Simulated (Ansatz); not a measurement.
# PtSe₂: what the fields show

Input

```
crystal:
  lattice:
    - [3.7240006046, 0.0, 0.0]
    - [-1.8620003023, 3.2250791273, 0.0]
    - [0.0, 0.0, 5.062]
  atoms:
    - { symbol: Pt, position: [0.0, 0.0, 0.0] }
    - { symbol: Se, position: [0.351937528, 0.7038750561, 0.25] }
    - { symbol: Se, position: [0.648062472, 0.2961249439, 0.75] }
basis:
  ecutwfc: 420
kpoints:
  mp_grid: { grid: [12, 12, 10] }
hamiltonian:
  xc: pbe
  dispersion: d3bj
scf:
  occupations: { method: gaussian, width: 0.15 }
output:
  forces: true
  stress: true
  eigenvalues: true
  write_density: true
  write_potential: true
  elf: true
  volumetric_format: npy
```

Run with:

```sh
ansatz run input.yaml --threads 2 --pin off --max-ram 5120MiB --backend cpu --events-out ev --progress --plain --runs-dir out
```

Below, planes, directions and counts refer to the conventional cell (a = 6.45 Å, b = 3.72 Å, c = 5.06 Å, α = 90.00°, β = 90.00°, γ = 90.00°).

Space group C2/m; not relaxed (largest force 1.2 eV/Å); computed pressure about 5 GPa in this cell.

Method: DFT PBE+D3(BJ), scalar-relativistic, plane waves, PAW (Ansatz).

Core electrons are frozen (PAW), and the valence fields are smoothed inside the atomic spheres.

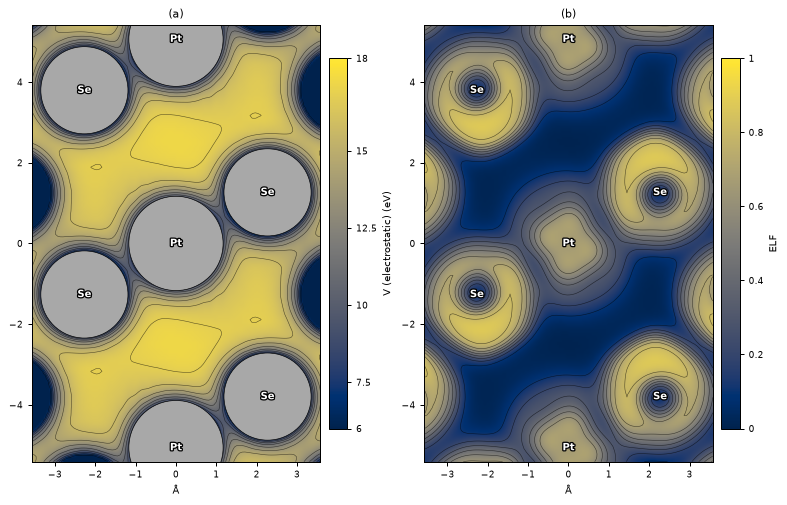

Figure 1. (a) electrostatic potential energy of an electron; (b) ELF on the (010) plane of the conventional cell. Grey discs cover the atomic cores in the potential map.

Question: What do the fields say about this system?

Answer:
- The plane passes through Pt and Se nuclei.
- Pt–Se (2.60 Å): the ELF is about 0.50 at the midpoint.
- The features right at Pt lie inside the PAW spheres, where the map follows smoothed inner orbitals and isn't to be read closely.
- Outside the cores the potential energy rises away from the atoms and is highest about 2.4 Å from the nearest atoms; its zero is arbitrary.

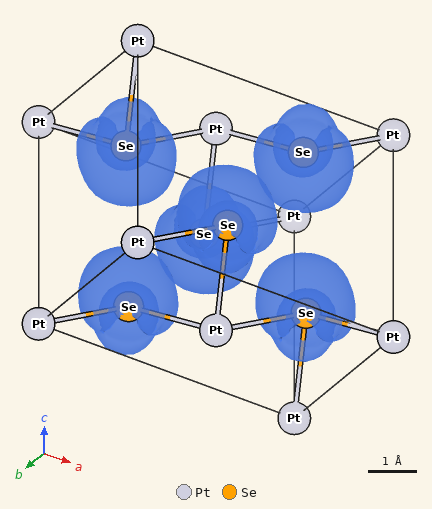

Figure 2. Isosurface of the ELF at 0.7 (blue), seen at an oblique angle. Core shells and regions of very low density are left out. Sticks mark near contacts.

Question: Identify the bonds, lone pairs and shells in this picture.

Answer: At this value the surface marks out four regions wrapped around Se (the valence shell of each), counted in one cell of 6 atoms. Any copies at cell faces, edges or corners count once. Profiles from the grid: Pt–Se (2.45 Å): the ELF is about 0.50 at the midpoint.

Question: Metal or insulator at this level of theory?

Answer: It is gapless in this calculation (a metal or semimetal); semilocal functionals without U, or without the true magnetic order, often close the gap of such compounds.
